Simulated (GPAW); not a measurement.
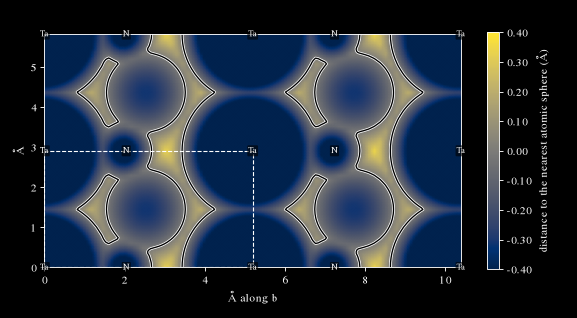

Map of the distance to the nearest atomic sphere in TaN in space group P-62m, computed on the section x = 0.975 (parallel to b and c; the dashed line is one cell). The black line marks the spheres' surfaces; positive values are empty space; unlabelled circles belong to atoms above or below the section.

The atoms' radii are covalent radii (Cordero): Ta 1.70 Å, N 0.71 Å.

Source of the atomic positions: an entry of the Crystallography Open Database, as set up for an electronic-structure calculation.

```cif
data_structure
_symmetry_space_group_name_H-M 'P 1'
_symmetry_Int_Tables_number 1
_cell_length_a 5.1960
_cell_length_b 5.1960
_cell_length_c 2.9110
_cell_angle_alpha 90.000
_cell_angle_beta 90.000
_cell_angle_gamma 120.000
_cell_volume 68.06
loop_
_atom_site_label
_atom_site_type_symbol
_atom_site_fract_x
_atom_site_fract_y
_atom_site_fract_z
_atom_site_occupancy
Ta1 Ta 0.00000 0.00000 0.00000 1
Ta2 Ta 0.66667 0.33333 0.50000 1
Ta3 Ta 0.33333 0.66667 0.50000 1
N1 N 0.00000 0.39285 0.00000 1
N2 N 0.60715 0.60715 0.00000 1
N3 N 0.39285 0.00000 0.00000 1
```

Where is the largest hole in this section, and how large is it?

Answer. At 0.975, 0.588, 0.000 (fractional), where the distance reaches 0.38 Å; it is enclosed by 3 Ta + 1 N (then 2 Ta). It is the largest hole of the crystal.

How much of the crystal lies outside the spheres?

Answer. About 10 % of the cell's volume, and 16 % of this section's area.

What can pass through?

Answer. The largest sphere that fits anywhere has a diameter of 0.75 Å; the largest that can travel through the crystal, about 0.3 Å.
